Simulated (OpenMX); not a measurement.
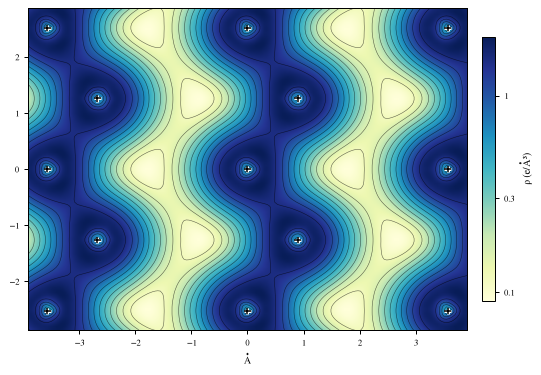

The valence pseudo-density on a plane through atoms (crosses mark nuclei in the plane).

Method: Kohn-Sham DFT of a periodic cell, PBE, OpenMX 2013 PBE set (OpenMX 3.8.5).

Candidates:
A. C, a = 3.57 Å, b = 3.57 Å, c = 3.57 Å, α = 90.00°, β = 90.00°, γ = 90.00°. Space group Fd-3m; computed pressure about 9 GPa in this cell.
B. Nb (slab), a = 2.99 Å, b = 2.99 Å, c = 24.77 Å, α = 90.00°, β = 90.00°, γ = 120.00°. 
C. Si, a = 2.63 Å, b = 2.64 Å, c = 2.66 Å, α = 60.53°, β = 76.03°, γ = 60.26°. Space group P-1; a structure from a database of computed crystals, not necessarily the ambient phase; changed on purpose from its base cell (cell strained at random at fixed volume); computed pressure about 4 GPa in this cell.

> Which candidate gave the map?

Candidate A: C on the (101) plane of the conventional cell, which holds C. C–C (1.54 Å): ρ at the midpoint is about 1.5 e/Å³.
